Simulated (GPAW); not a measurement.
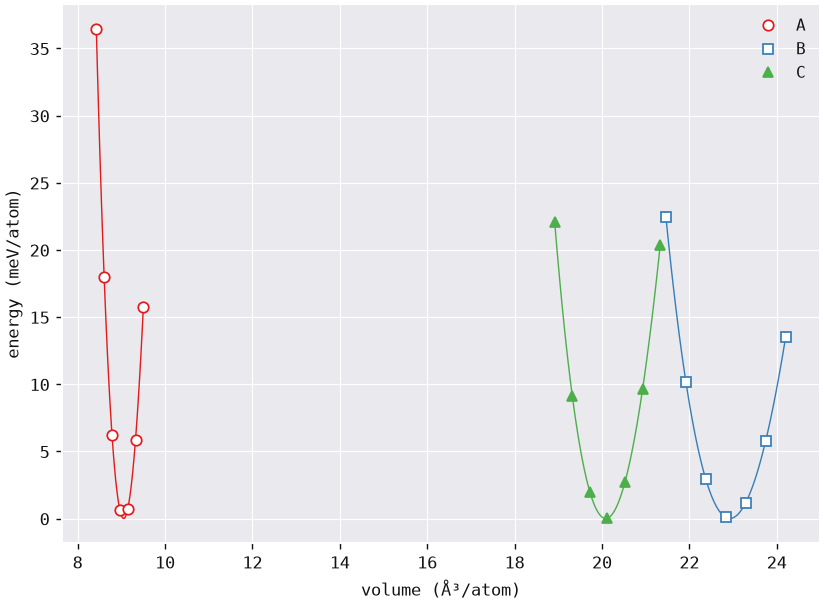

The picture above shows the energy against volume, with one curve for each compound, for BN, Ge and Si (all in space group P6_3/mmc (No. 194)). The labels are replaced by letters.

Calculation (GPAW 26.7.0): PAW DFT in plane waves, on a grid or in atomic orbitals, no spin polarisation; energies at scaled volumes of the given cell, shape and fractions fixed, counted from the fit's minimum, third-order Birch-Murnaghan fit. Level: PBEsol.

- occupations: Fermi–Dirac
- smearing width: 0.05 eV
- potentials: PAW data sets made by gpaw setup for the functional

> Which letter stands for which compound?

A: BN; B: Ge; C: Si.

Caveats: shape and atomic fractions are frozen while scaling, which makes layered, chain and framework solids too stiff.
